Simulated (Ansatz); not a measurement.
## N: field-gradient calculation (part 2 of 2)

N (R-3c, 16 atoms in the cell); DFT, r2SCAN, plane-wave PAW, default files, scalar-relativistic, no spin polarisation (Ansatz 0.2.0); cutoff 500 eV, 5×5×5 k-mesh, Fermi–Dirac smearing of 0.05 eV. The structure derives from a Materials Project entry. It belongs to a series of runs on one base structure; here: functional r2SCAN.

Geometry of the input (Å; fractional positions):
```
4.9309  2.8468  4.4025
-4.9309  2.8468  4.4025
0.0000  -5.6937  4.4025
N  0.5586  0.0424  0.7208
N  0.9576  0.2792  0.4414
N  0.7208  0.5586  0.0424
N  0.9581  0.9581  0.9581
N  0.5424  0.0586  0.2208
N  0.7792  0.4576  0.9414
N  0.2792  0.4414  0.9576
N  0.0419  0.0419  0.0419
N  0.4576  0.9414  0.7792
N  0.5419  0.5419  0.5419
N  0.4414  0.9576  0.2792
N  0.4581  0.4581  0.4581
N  0.0424  0.7208  0.5586
N  0.9414  0.7792  0.4576
N  0.2208  0.5424  0.0586
N  0.0586  0.2208  0.5424
```

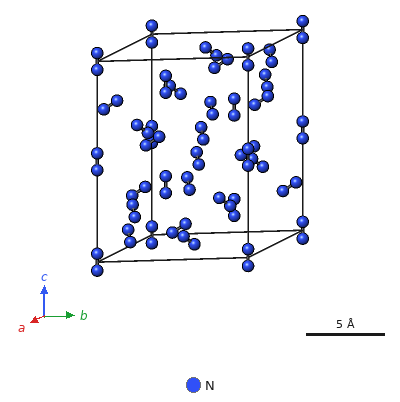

Figure 1. The structure (ball-and-stick view of the cell 3 times as large as that of the calculation, set on its symmetry axes, seen slightly off an axis).

Output, continued
```
  k-point 2: bands = ["-25.2844", "-25.2773", "-25.2625", "-25.2527", "-25.2395", "-25.2393", "-25.2103", "-25.2082", "-10.2242", "-10.2085", "-10.1956", "-10.1697", "-10.1006", "-10.0961", "-9.9961", "-9.9291", "-7.9778", "-7.9742", "-7.8609", "-7.8281", "-7.7842", "-7.7488", "-7.7446", "-7.6610", "-7.6307", "-7.6127", "-7.5820", "-7.5559", "-7.4762", "-7.4582", "-7.3827", "-7.3812", "-6.7958", "-6.6281", "-6.4131", "-6.4109", "-6.3786", "-6.3768", "-6.3033", "-6.2634", "1.9332", "2.0124", "2.0577", "2.1414", "2.2299", "2.2883", "2.4583", "2.5042", "2.5089", "2.5799", "2.6318", "2.6571", "2.6840", "2.7334", "2.7619", "2.8330"]
  k-point 18: bands = ["-25.2662", "-25.2655", "-25.2623", "-25.2542", "-25.2520", "-25.2507", "-25.2119", "-25.2118", "-10.1909", "-10.1648", "-10.1374", "-10.1327", "-10.1174", "-10.1059", "-10.0579", "-10.0207", "-7.8753", "-7.8624", "-7.8407", "-7.8212", "-7.7943", "-7.7778", "-7.7233", "-7.7147", "-7.6384", "-7.5880", "-7.5660", "-7.5601", "-7.5215", "-7.5131", "-7.5115", "-7.4988", "-6.5373", "-6.4782", "-6.4517", "-6.4343", "-6.4211", "-6.4125", "-6.3562", "-6.3344", "1.9728", "2.0316", "2.1594", "2.1832", "2.2173", "2.2452", "2.2636", "2.3141", "2.4330", "2.4979", "2.6254", "2.6401", "2.8232", "2.8694", "2.9070", "2.9607"]
--- Löwdin populations: 16 sites ---
  site symbol       q [e]
     0      N      4.9144
     1      N      4.9144
     2      N      4.9144
     3      N      4.9138
     4      N      4.9144
     5      N      4.9144
     6      N      4.9144
     7      N      4.9138
     8      N      4.9144
     9      N      4.9138
    10      N      4.9144
    11      N      4.9138
    12      N      4.9144
    13      N      4.9144
    14      N      4.9144
    15      N      4.9144
  spilling = 0.017147 (of n_electrons = 80.000000)
```

File populations.tsv
```
# site	symbol	l	j	q
# orbitals = lowdin
# n_electrons = 80.000000
# spilling = 0.017147
0	N	0_2S	-	1.584253
0	N	1_2P	-	3.330152
1	N	0_2S	-	1.584253
1	N	1_2P	-	3.330152
2	N	0_2S	-	1.584253
2	N	1_2P	-	3.330152
3	N	0_2S	-	1.583026
3	N	1_2P	-	3.330819
4	N	0_2S	-	1.584253
4	N	1_2P	-	3.330152
5	N	0_2S	-	1.584253
5	N	1_2P	-	3.330152
6	N	0_2S	-	1.584253
6	N	1_2P	-	3.330152
7	N	0_2S	-	1.583026
7	N	1_2P	-	3.330819
8	N	0_2S	-	1.584253
8	N	1_2P	-	3.330152
9	N	0_2S	-	1.583026
9	N	1_2P	-	3.330819
10	N	0_2S	-	1.584253
10	N	1_2P	-	3.330152
11	N	0_2S	-	1.583026
11	N	1_2P	-	3.330819
12	N	0_2S	-	1.584253
12	N	1_2P	-	3.330152
13	N	0_2S	-	1.584253
13	N	1_2P	-	3.330152
14	N	0_2S	-	1.584253
14	N	1_2P	-	3.330152
15	N	0_2S	-	1.584253
15	N	1_2P	-	3.330152
```

File rho_z.tsv
```
# z_ang	rho[e/angstrom^3]
# format = ansatz-planar-average/11
# lattice	4.930869035	2.846838565	4.402491185
# lattice	-4.930869035	2.846838565	4.402491185
# lattice	0.000000000	-5.693677129	4.402491185
# sites	16
# site	7	2.545455421	-2.393240617	5.819325684
# site	7	3.345334882	1.007808751	7.388147871
# site	7	0.799879461	3.401049367	5.819325684
# site	7	0.000000000	0.000000000	12.654620335
# site	7	2.385413613	0.453597948	3.618080092
# site	7	1.585534153	-1.839029814	9.589393464
# site	7	-0.799879461	-3.401049367	7.388147871
# site	7	0.000000000	0.000000000	0.552853220
# site	7	-2.385413613	-0.453597948	9.589393464
# site	7	0.000000000	0.000000000	7.156589998
# site	7	-2.545455421	2.393240617	7.388147871
# site	7	0.000000000	0.000000000	6.050883557
# site	7	-3.345334882	-1.007808751	5.819325684
# site	7	0.799879461	2.292627762	9.589393464
# site	7	-1.585534153	1.839029814	3.618080092
# site	7	-0.799879461	-2.292627762	3.618080092
0.000000	3.880698e-1
0.133282	3.792254e-1
0.266563	3.555777e-1
0.399845	3.227886e-1
0.533127	2.825235e-1
0.666409	2.332218e-1
0.799690	1.809056e-1
0.932972	1.394247e-1
1.066254	1.177767e-1
1.199536	1.151917e-1
1.332817	1.252511e-1
1.466099	1.412975e-1
1.599381	1.575896e-1
1.732663	1.678372e-1
1.865944	1.678372e-1
1.999226	1.575896e-1
2.132508	1.412975e-1
2.265790	1.252511e-1
2.399071	1.151917e-1
2.532353	1.177767e-1
2.665635	1.394247e-1
2.798917	1.809056e-1
2.932198	2.332218e-1
3.065480	2.825235e-1
3.198762	3.227886e-1
3.332043	3.555777e-1
3.465325	3.792254e-1
3.598607	3.880698e-1
3.731889	3.792254e-1
3.865170	3.555777e-1
3.998452	3.227886e-1
4.131734	2.825235e-1
4.265016	2.332218e-1
4.398297	1.809056e-1
4.531579	1.394247e-1
4.664861	1.177767e-1
4.798143	1.151917e-1
4.931424	1.252511e-1
5.064706	1.412975e-1
5.197988	1.575896e-1
5.331270	1.678372e-1
5.464551	1.678372e-1
5.597833	1.575896e-1
5.731115	1.412975e-1
5.864397	1.252511e-1
5.997678	1.151917e-1
6.130960	1.177767e-1
6.264242	1.394247e-1
6.397523	1.809056e-1
6.530805	2.332218e-1
6.664087	2.825235e-1
6.797369	3.227886e-1
6.930650	3.555777e-1
7.063932	3.792254e-1
```

File v_z.tsv
```
# z_ang	v_es[eV]	v_tot[eV]
# format = ansatz-planar-average/11
# xc	r2scan
# density_cutoff_ev	2000
# datasets	N=:simpson_from_first_knot:soft:shift=0
# lattice	4.930869035	2.846838565	4.402491185
# lattice	-4.930869035	2.846838565	4.402491185
# lattice	0.000000000	-5.693677129	4.402491185
# sites	16
# site	7	2.545455421	-2.393240617	5.819325684
# site	7	3.345334882	1.007808751	7.388147871
# site	7	0.799879461	3.401049367	5.819325684
# site	7	0.000000000	0.000000000	12.654620335
# site	7	2.385413613	0.453597948	3.618080092
# site	7	1.585534153	-1.839029814	9.589393464
# site	7	-0.799879461	-3.401049367	7.388147871
# site	7	0.000000000	0.000000000	0.552853220
# site	7	-2.385413613	-0.453597948	9.589393464
# site	7	0.000000000	0.000000000	7.156589998
# site	7	-2.545455421	2.393240617	7.388147871
# site	7	0.000000000	0.000000000	6.050883557
# site	7	-3.345334882	-1.007808751	5.819325684
# site	7	0.799879461	2.292627762	9.589393464
# site	7	-1.585534153	1.839029814	3.618080092
# site	7	-0.799879461	-2.292627762	3.618080092
0.000000	-2.505408e0	-1.064337e1
0.133282	-2.364820e0	-1.035417e1
0.266563	-1.974409e0	-9.682333e0
0.399845	-1.403148e0	-8.870773e0
0.533127	-6.460048e-1	-7.894531e0
0.666409	3.448973e-1	-6.636630e0
0.799690	1.419599e0	-5.211207e0
0.932972	2.275509e0	-3.998241e0
1.066254	2.668332e0	-3.278866e0
1.199536	2.631724e0	-3.054873e0
1.332817	2.365593e0	-3.091374e0
1.466099	1.999353e0	-3.231405e0
1.599381	1.656015e0	-3.349595e0
1.732663	1.448706e0	-3.364318e0
1.865944	1.448706e0	-3.364318e0
1.999226	1.656015e0	-3.349595e0
2.132508	1.999353e0	-3.231405e0
2.265790	2.365593e0	-3.091374e0
2.399071	2.631724e0	-3.054873e0
2.532353	2.668332e0	-3.278866e0
2.665635	2.275509e0	-3.998241e0
2.798917	1.419599e0	-5.211207e0
2.932198	3.448973e-1	-6.636630e0
3.065480	-6.460048e-1	-7.894531e0
3.198762	-1.403148e0	-8.870773e0
3.332043	-1.974409e0	-9.682333e0
3.465325	-2.364820e0	-1.035417e1
3.598607	-2.505408e0	-1.064337e1
3.731889	-2.364820e0	-1.035417e1
3.865170	-1.974409e0	-9.682333e0
3.998452	-1.403148e0	-8.870773e0
4.131734	-6.460048e-1	-7.894531e0
4.265016	3.448973e-1	-6.636630e0
4.398297	1.419599e0	-5.211207e0
4.531579	2.275509e0	-3.998241e0
4.664861	2.668332e0	-3.278866e0
4.798143	2.631724e0	-3.054873e0
4.931424	2.365593e0	-3.091374e0
5.064706	1.999353e0	-3.231405e0
5.197988	1.656015e0	-3.349595e0
5.331270	1.448706e0	-3.364318e0
5.464551	1.448706e0	-3.364318e0
5.597833	1.656015e0	-3.349595e0
5.731115	1.999353e0	-3.231405e0
5.864397	2.365593e0	-3.091374e0
5.997678	2.631724e0	-3.054873e0
6.130960	2.668332e0	-3.278866e0
6.264242	2.275509e0	-3.998241e0
6.397523	1.419599e0	-5.211207e0
6.530805	3.448973e-1	-6.636630e0
6.664087	-6.460048e-1	-7.894531e0
6.797369	-1.403148e0	-8.870773e0
6.930650	-1.974409e0	-9.682333e0
7.063932	-2.364820e0	-1.035417e1
```

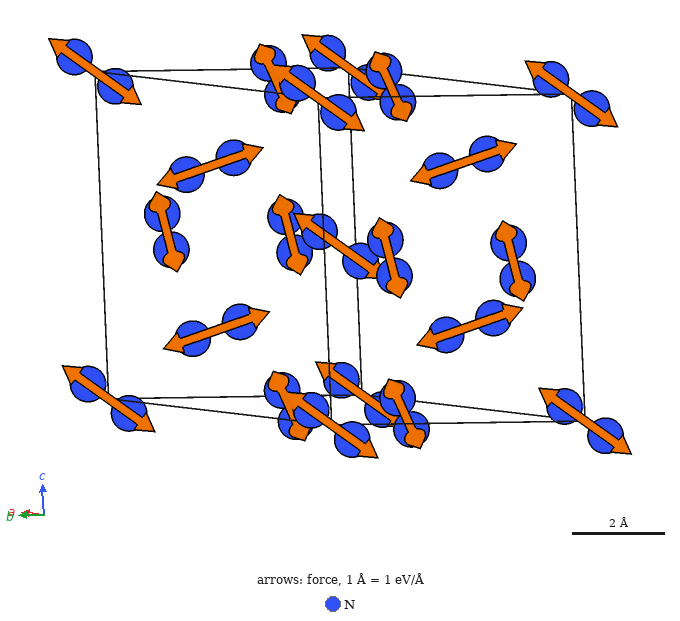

Figure 2. Forces on the atoms as orange arrows (ball-and-stick view of the cell of the calculation, seen at an oblique angle; atoms are numbered from 1 in the order of the input). The largest act on N4, N8, N10, N12 (1.83 eV/Å); N1, N2, N3, N5, N6, N7 and 6 more (1.82 eV/Å). The geometry is not a stationary point of this energy.

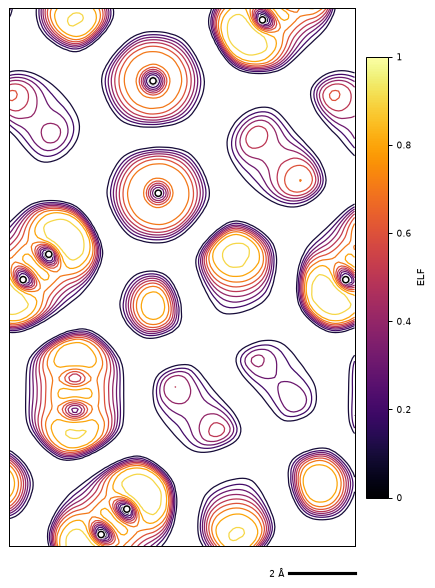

Figure 3. Electron localisation function on the (011) plane of the conventional cell. Circles mark the nuclei in the plane (N). The section cuts through N sites. N–N (1.11 Å): the ELF peaks at about 0.85 between the atoms (inside overlapping PAW spheres, so only a guide); a multiple bond by its length, whose ELF region spreads away from the axis. The fields are those of the smooth PAW valence density.

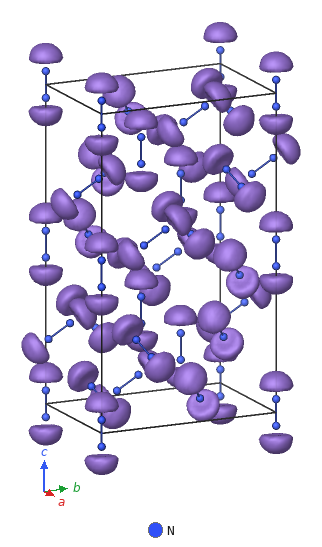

Figure 4. Isosurface of the electron localisation function at 0.9 (purple), seen slightly off an axis. Core shells and regions of very low density are left out. Sticks mark near contacts. The outline is the cell set on symmetry axes. Values along the shortest contacts: N–N (1.11 Å): the ELF peaks at about 0.85 between the atoms (inside overlapping PAW spheres, so only a guide) (a double or triple bond).

Key numbers

```csv
quantity,value
outcome,converged
space group (tolerance 0.01 Å),R-3c (167)
electrons treated,80
free energy,−6157.1278 eV
Fermi energy,−2.179 eV
gap on the k-point mesh,8.05 eV
pressure,−2.27 GPa
field gradient V_zz (10²¹ V/m²),"N −11.28, N −11.28, N −11.28, N −11.24, N −11.28, N −11.28, N −11.28, N −11.24 (the first 8 of 16 sites)"
largest force (length of the vector),1.828 eV/Å
wall time,76 s
peak memory,1.3 GiB
```
